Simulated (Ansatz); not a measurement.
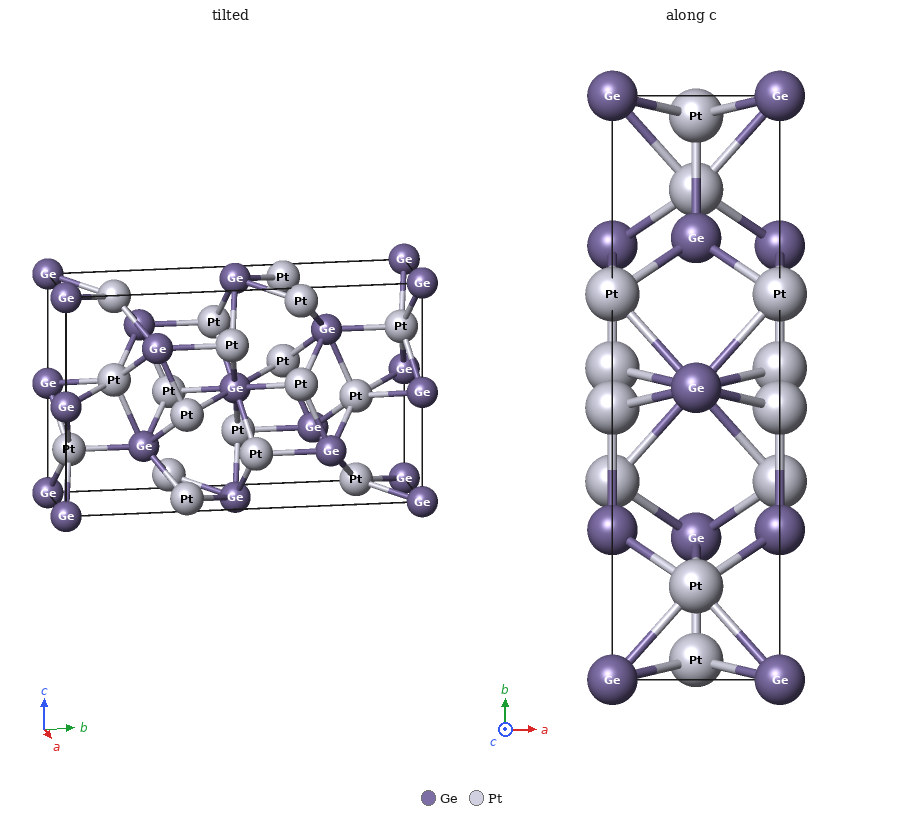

A ball-and-stick picture of a crystal structure, seen slightly off an axis and along the c axis. Thin lines show the conventional unit cell, with boundary atoms drawn in all their periodic places. Cell: a = 3.53 Å, b = 12.32 Å, c = 7.66 Å, α = 90.00°, β = 90.00°, γ = 90.00°.

It derives from a structure listed in the Materials Project. Earlier steps of the study, as a rule a relaxation of our own, may have changed the cell and positions, so they can lie some per cent off the listed ones. Ansatz was used for an electronic-structure calculation on it.

> Notes on the structure:

The solid is Ge2Pt3. Symmetry: Cmcm (No. 63), base-centred orthorhombic lattice. The cell has 20 atoms, namely 8 Ge, 12 Pt. About every Pt there are five Ge at about 2.6 to 2.7 Å. Ge takes two kinds of site: 4a with eight Pt in a distorted cubic arrangement at about 2.6 to 2.7 Å; 4c with seven Pt at about 2.6 Å. Not all metal-metal contacts are counted. The bonds build a three-dimensional framework.

Electronic-structure method: Ansatz, DFT r2SCAN, scalar-relativistic, plane waves, PAW. Parameters: wavefunction cutoff 500 eV, k-points about 0.15 Å⁻¹ apart, Gaussian smearing of 0.1 eV, no spin polarisation.

> How large a gap does the method give, if there is one?

A metal: bands cross the Fermi level.

> State the Bader charges by element.

Ge +0.67 to +0.71 e; Pt -0.46 e.

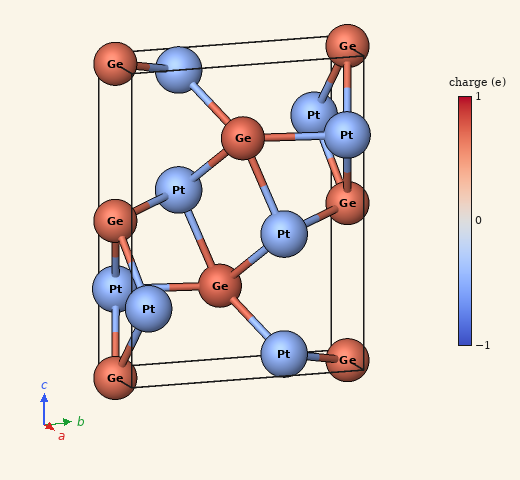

The atoms coloured by those charges. The run's cell of 10 atoms is drawn in a reduced setting, so axes and origin can differ from the first picture.

> Is the geometry at rest?

No. The largest force is 0.04 eV/Å, on Pt. The pressure is -4.9 GPa, so the cell would contract.
